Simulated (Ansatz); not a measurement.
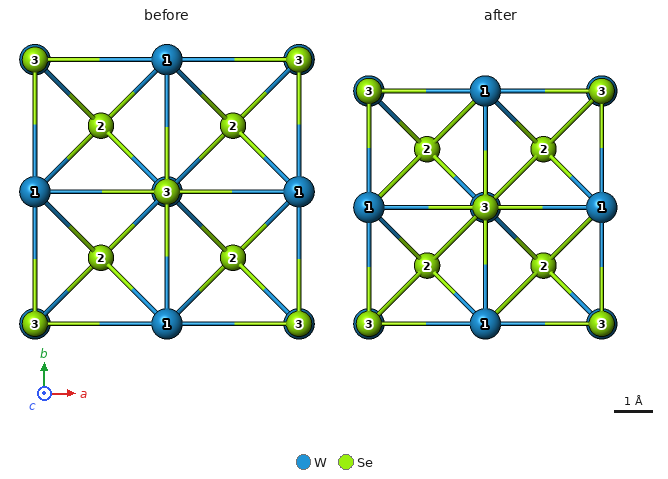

The structure of crystalline WSe$_{2}$ (a generated structure, set up in F-43m) (coarse preliminary run) before (left) and after (right) a relaxation, at one scale.

A ball-and-stick model of the conventional cell (4 times the calculation's cell), seen along the c axis. Lengths and directions refer to the drawn axes.

All numbers below come from DFT PBE, scalar-relativistic, plane waves, PAW in Ansatz. (plane-wave cutoff 420 eV; k-point mesh 4 × 4 × 4; occupations gaussian; smearing width 0.1 eV; collinear spin; cell and atoms relaxed; force threshold 0.04 eV/Å; at most 70 steps)

**Summarise the run.**

No atom moves by more than 0.005 Å relative to the cell. The drawn cell changes as follows: a = b = c 7.042 → 6.207 Å (−11.9 %); the volume changes by −31.5 %. Near-neighbour distances that change, for instance: W1–Se3 3.521 → 3.103 Å, W1–Se2 3.049 → 2.688 Å, Se2–Se3 3.049 → 2.688 Å. The space group stays F-43m (No. 216). After 5 accepted moves (6 points after the start) the energy has fallen by 531 meV per atom. All forces vanish by symmetry, so only the cell relaxes. Pressure: −12.98 GPa at the start and 0.05 GPa at the end. The SCF was repeated once at an unchanged geometry on a basis and grid sized afresh for the cell, which shifted the energy by 0.7 meV per atom at most. Cost: 23 s on 1 thread of AMD EPYC 7R43 64-Core Processor (Zen 3), with other jobs on the host, peak memory 0.44 GiB.
